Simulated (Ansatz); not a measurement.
## MoS$_{2}$: an electron-density study

Space group P6_3/mmc; not relaxed (largest force 0.3 eV/Å); the calculation finds a residual pressure of about −3 GPa at this fixed cell.

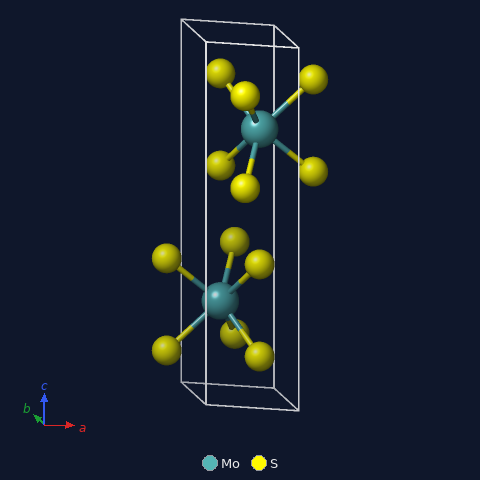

The conventional cell.

```yaml
crystal:
  lattice:
    - [3.16900, 0.00000, 0.00000]
    - [-1.58450, 2.74443, 0.00000]
    - [0.00000, 0.00000, 12.32400]
  atoms:
    - { symbol: Mo, position: [0.33333, 0.66667, 0.25000] }
    - { symbol: Mo, position: [0.66667, 0.33333, 0.75000] }
    - { symbol: S, position: [0.33333, 0.66667, 0.62300] }
    - { symbol: S, position: [0.66667, 0.33333, 0.12300] }
    - { symbol: S, position: [0.33333, 0.66667, 0.87700] }
    - { symbol: S, position: [0.66667, 0.33333, 0.37700] }
```

Method: Ansatz 0.2.0, DFT PBEsol, scalar-relativistic, plane waves, PAW.

Core electrons are frozen (PAW), so the maps are meaningful between the atoms, not at the nuclei.

### 1. Bonding charge

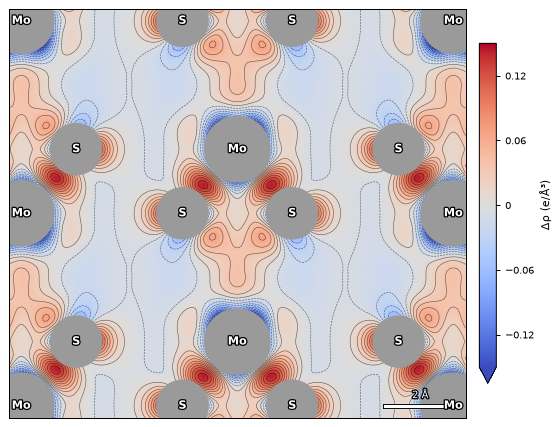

Bonding charge density, ρ(crystal) − Σ ρ(neutral atoms): a map on the (110) plane of the conventional cell, with grey discs over the atomic cores. Cores are masked to 1.0 Å (Mo) and 0.7 Å (S).

What does the deformation density say about the bonding?

Mo–S (2.41 Å): Δρ is +0.12 e/Å³ at the midpoint, with a peak of 0.14 e/Å³ 1.0 Å from S: bond charge of a polar bond.
Mo–Mo (3.17 Å): Δρ is +0.03 e/Å³ at the midpoint (this contact isn't in the plane drawn).
Over the whole cell, outside the masked cores, the largest gain, 0.14 e/Å³, lies 1.1 Å from a sulfur nucleus and 1.4 Å from a molybdenum one, and the largest loss lies at the edge of the masked core of Mo.
In all about 0.25 e an atom is rearranged against the free atoms.
Bader charges: Mo +1.19 and S −0.60 e.

### 2. States by energy

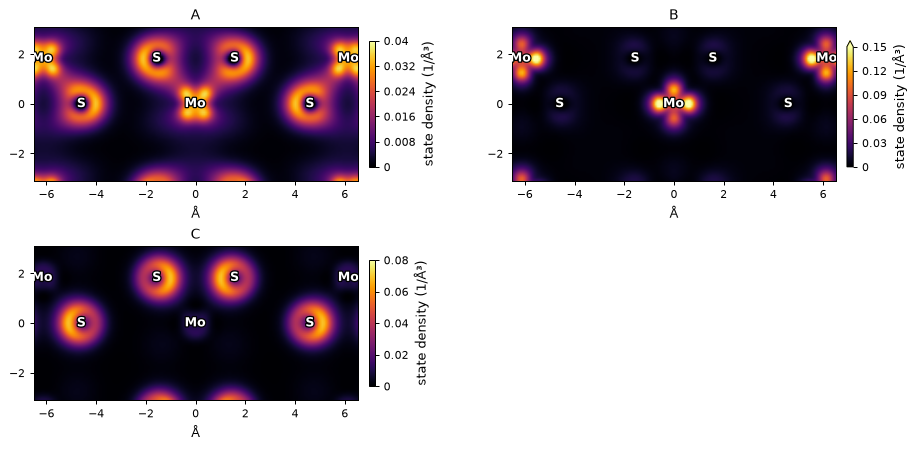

MoS$_{2}$: densities of the states in three energy windows, on the (110) plane of the conventional cell.

Match the panels to the energy ranges (zero at the valence-band maximum): −15.0 to −12.5 eV, −4.6 to −2.3 eV and +0.9 to +1.5 eV.

Panel A: −4.6 to −2.3 eV, the middle third of the upper valence band, mainly S 3p (65 %) and Mo 4d (30 %).
Panel B: +0.9 to +1.5 eV, the bottom of the conduction band, mainly Mo 4d (65 %) and S 3p (30 %).
Panel C: −15.0 to −12.5 eV, a separate group of bands (semicore or deep states), mainly S 3s (80 %) and Mo 4d (10 %).
The characters are Löwdin shares on a minimal set of atomic orbitals.

### 3. Moving an atom

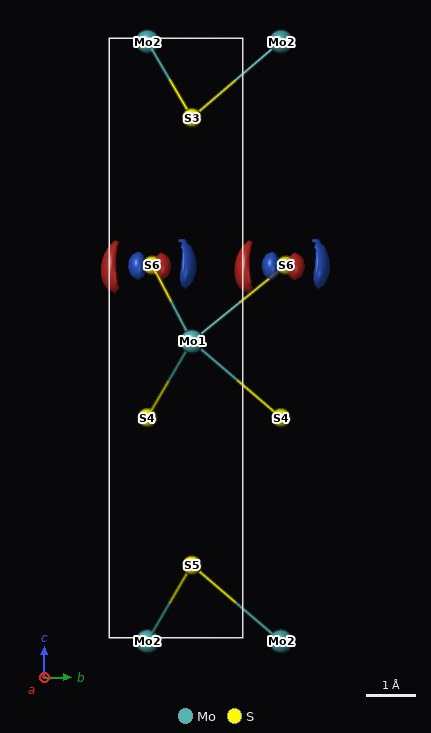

MoS$_{2}$: one atom of the 6-atom cell (and its periodic copies) was moved a little. Density after less density before, blue at +0.15 and red at −0.15 e/Å³, seen along the a axis; cell a = 3.17 Å, b = 3.17 Å, c = 12.32 Å, α = 90.00°, β = 90.00°, γ = 120.00°. The lobes lie largely inside the PAW sphere, where the density is a smoothed one.

Not relaxed before the move (largest force 0.3 eV/Å).

Which atom moved, and which way?

S6 moved towards the blue lobe, to the right in the picture. In the run the shift was 0.10 Å along [1 2 0] in the axes of the cell drawn.

How much does the computed force on the atom change?

The force on it changes by 0.89 eV/Å along the move, against it: a stiffness of about 8.9 eV/Å² for this sublattice shift.

### 4. Change of volume

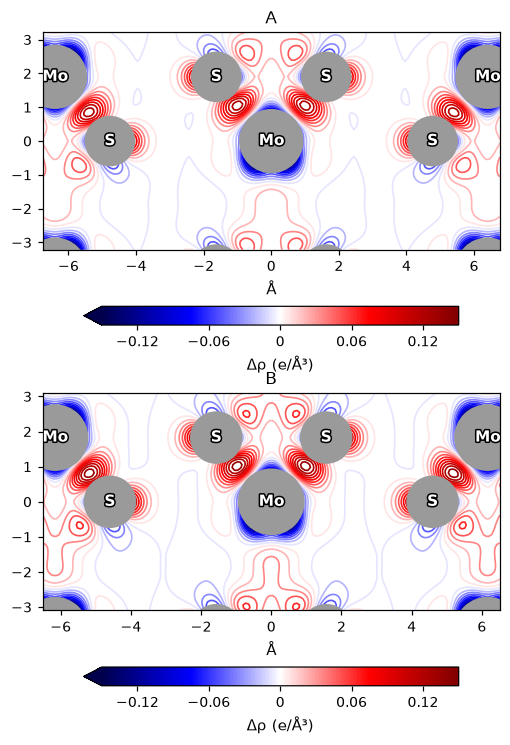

MoS$_{2}$: deformation density on the (110) plane of the conventional cell at two volumes, with the same fractional coordinates and one colour scale. Grey discs cover the cores.

How do the two volumes compare, and how does the bonding charge respond?

A is the larger cell: A has 112 % of the volume of B.
From B to A, Mo–S goes from 2.41 to 2.50 Å, and Δρ at its midpoint from +0.12 to +0.11 e/Å³.
The pressure is −3 GPa in B and −16 GPa in A.
Bader charges in B: Mo +1.19 and S −0.60 e; in A: Mo +1.20 and S −0.60 e.
The rearranged charge is 0.25 e an atom in B and 0.25 e in A.
The scaled cell isn't relaxed: forces reach 1.8 eV/Å.

### 5. Putting it together

Charge passes from Mo (Pauling electronegativity 2.16) to S (2.58), the direction that the scale predicts; the Bader charges fall short of whole formal charges, as they usually do. The two pressures give a mean stiffness −ΔP/Δln V of about 111 GPa over this range, with the atoms held at their fractional positions.

Run times: 18 s (base cell), 1.5 s (state densities), 23 s (moved atom) and 16 s (scaled cell), on 2 threads of Intel(R) Xeon(R) 6975P-C (Granite Rapids), with other jobs on the host.
